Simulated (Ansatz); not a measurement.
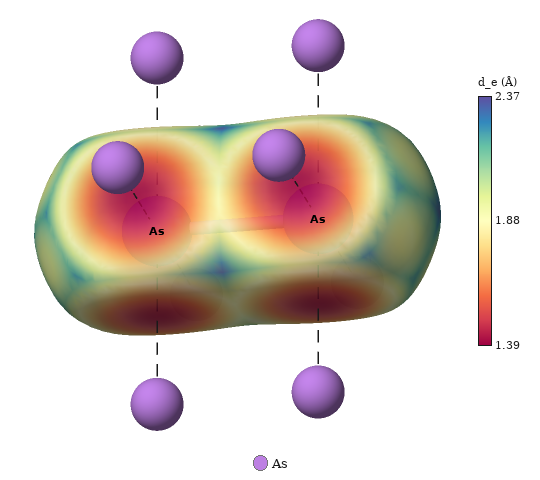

Hirshfeld surface computed for the As₂ molecule in As (I4/mmm, No. 139), coloured by d_e. Dashed lines lead to the closest neighbours outside.

The surface is where the fragment's share of the procrystal density (the sum of the densities of spherically averaged neutral Hartree-Fock atoms) equals one half. d_i and d_e are the distances from the surface to the nearest nucleus inside and outside. Van der Waals radii (Alvarez): As 1.88 Å.

The cell is taken from the end point of a relaxation with DFT PBE, scalar-relativistic, plane waves, PAW (Ansatz 0.2.0); the starting structure was generated, so it need not be a known form of this composition.

Space group I4/mmm (No. 139). a = 2.774 Å, b = 2.774 Å, c = 11.354 Å, α = 90.00°, β = 90.00°, γ = 90.00°
```tsv
atom	site	symmetry	x	y	z
As	4e	4mm	0.0000	0.0000	0.1088
```

Question: Which contact with the surroundings is the closest relative to the atoms' sizes?

Answer: As···As at 2.77 Å, 74 % of the sum of the van der Waals radii.

Question: How is the surface shared among contacts (both directions of a pair summed)?

Answer: As···As 100 %.

Question: Give the size and shape of the surface.

Answer: It encloses about 37.6 Å³, has an area of about 60 Å² and a globularity of 0.90 (1 for a sphere).
